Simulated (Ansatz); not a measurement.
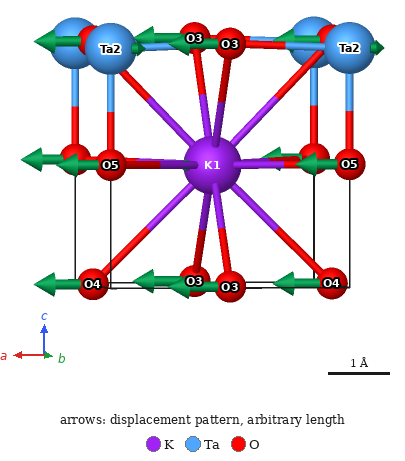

The lowest optical mode of solid KTaO3 (a generated structure), space group P4mm (No. 99), at the zone centre. The green arrows give the relative displacements of the atoms. The picture is a ball-and-stick view of the cell of the calculation, seen from a free direction.

Level of theory: DFT PBE, scalar-relativistic, plane waves, PAW (Ansatz).

Input file:
```yaml
crystal:
  lattice:
    - [4.0197969163, 0.0, 0.0]
    - [0.0, 4.0197969163, 0.0]
    - [0.0, 0.0, 4.046711182]
  atoms:
    - { symbol: K, position: [0.5, 0.5, 0.4943460885] }
    - { symbol: Ta, position: [0.0, 0.0, 0.9860501675] }
    - { symbol: O, position: [0.5, 0.0, 0.0058894787] }
    - { symbol: O, position: [0.0, 0.5, 0.0058894787] }
    - { symbol: O, position: [0.0, 0.0, 0.5078247967] }
basis:
  ecutwfc: 420
kpoints:
  mp_grid: { grid: [8, 8, 8] }
hamiltonian:
  xc: pbe
scf:
  occupations: { method: fixed }
output:
  eigenvalues: true
phonons:
  method: dfpt
  dielectric: true
  rigid_motions: translations
  eigenvectors: true
  qmesh: [2, 2, 2]
  temperatures: { t_max: 1000, t_step: 100 }
  qpath:
    path:
      - [[0.0, 0.0, 0.0], [0.0, 0.5, 0.0], [0.5, 0.5, 0.0], [0.0, 0.0, 0.0], [0.0, 0.0, 0.5], [0.0, 0.5, 0.5], [0.5, 0.5, 0.5], [0.0, 0.0, 0.5]]
      - [[0.0, 0.5, 0.0], [0.0, 0.5, 0.5]]
      - [[0.5, 0.5, 0.0], [0.5, 0.5, 0.5]]
    npoints: 8
```

Command:
```bash
ansatz run input.yaml --threads 1 --pin off --max-ram 2560MiB --backend cpu --events-out ev --progress --plain --runs-dir out
```

Frequencies are those without the non-analytic (LO–TO) term.

Q: Is this crystal at a minimum with respect to the drawn distortion?

A: No. This is the E mode (doubly degenerate; one member of the set is drawn) at 34i cm⁻¹, the lowest optical level, infrared- and Raman-active by symmetry. The O (2c) and O (1a) and K sublattices move against the Ta sublattice, along a; it stretches the O–Ta bonds (2.01 Å); the kinetic energy is shared as O 71 %, Ta 26 %, K 3 %. The frequency is imaginary, so the structure is unstable against this distortion. Freezing in the drawn pattern lowers the space group from P4mm to Pm (No. 6). Its infrared intensity is 110 (D/Å)²/amu for the set.
